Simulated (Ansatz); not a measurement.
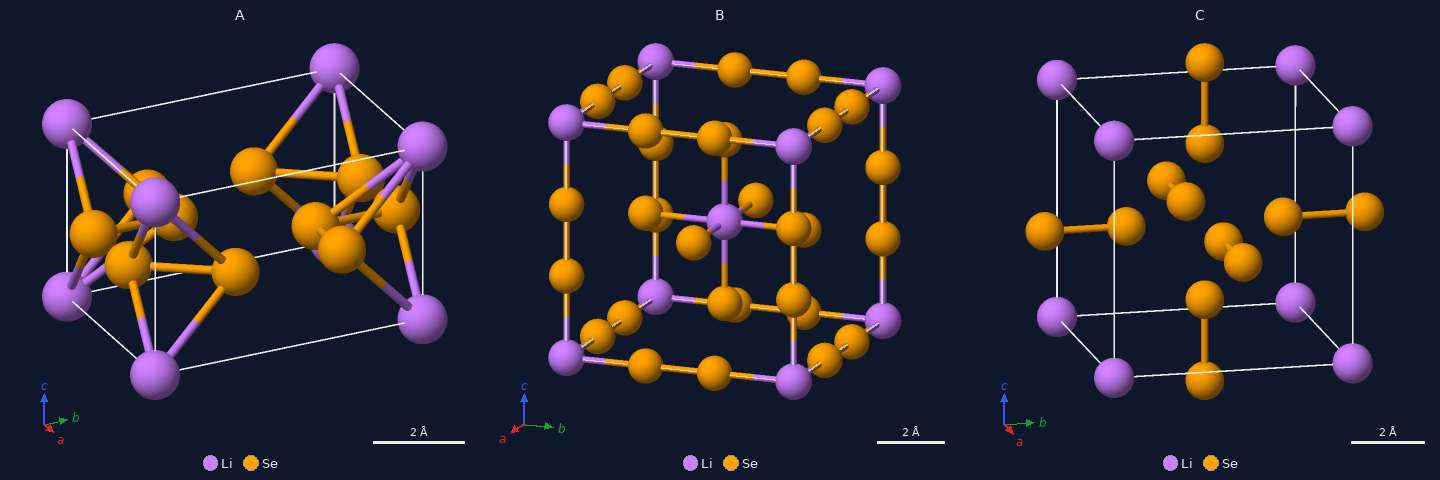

Three structures of LiSe₆, each relaxed to rest (conventional cells in solid outline, small ones repeated, each panel with its own scale). Method: Ansatz 0.2.0, DFT PBE, scalar-relativistic, plane waves, PAW, without spin polarisation.

### Give the type and space group of each panel.

A: 7 atoms a cell on a primitive hexagonal lattice, P6/mmm; B: 14 atoms a cell on a body-centred cubic lattice, Im-3m; C: 7 atoms a cell on a primitive cubic lattice, Pm-3m.

### Which of these is lowest in energy, and how far above it do the others lie?

A, then C (+180 meV/atom) and B (+193 meV/atom), energies at zero smearing.

### Collect the results in a table.

| panel | structure | E − E(lowest) (meV/atom) | volume (Å³/atom) | gap (eV) |
| --- | --- | --- | --- | --- |
| A | P6/mmm | 0 | 32.4 | metal |
| C | Pm-3m | 180 | 43.6 | metal |
| B | Im-3m | 193 | 28.3 | metal |

Some of these may be structure types tried for this composition rather than known phases, and the most stable form need not be among them. Gaps are taken on the k-mesh or band path of each run.
